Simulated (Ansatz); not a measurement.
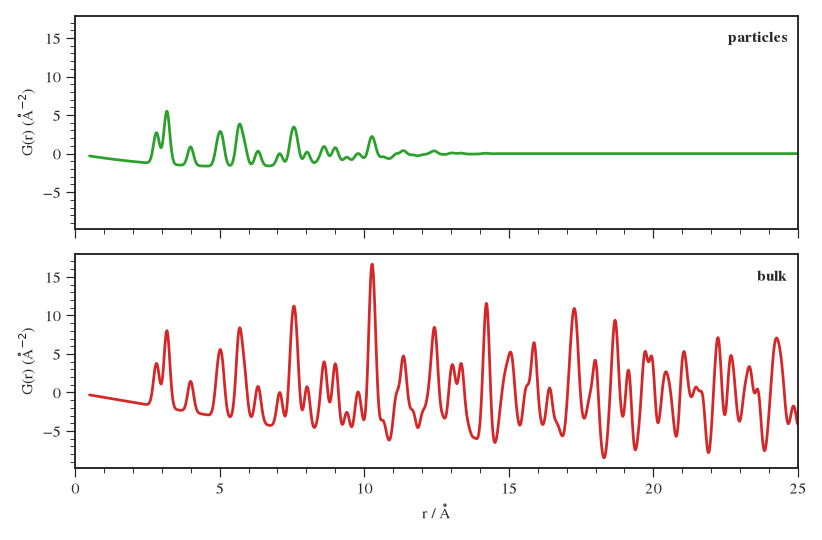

Simulated X-ray pair distribution function, G(r) = R(r)/r − 4πρ₀r, summed over the atomic distances of the structure with each pair weighted by the product of the atomic numbers (X-ray weights at Q = 0); every distance is a Gaussian of σ = 0.10 Å, for spherical particles of Ge with the bulk structure: the bulk G(r) is multiplied by the envelope of a sphere of diameter D, 1 − 3r/2D + r³/2D³, with no surface relaxation. The number density is 0.0507 atoms per Å³. Structure used: the end point of a relaxation with DFT, revPBE, plane waves (420 eV) with PAW, scalar-relativistic (Ansatz 0.2.0); the starting structure was generated, so it need not be a known form of this composition.

Estimate the particle diameter.

Answer. About 15 Å (1.5 nm): the signal is half of the bulk amplitude at r ≈ 5.2 Å and vanishes at r = D, fading from view somewhat earlier.

Roughly how many atoms does one particle hold?

Answer. About 90 (number density 0.0507 Å⁻³ times πD³/6).
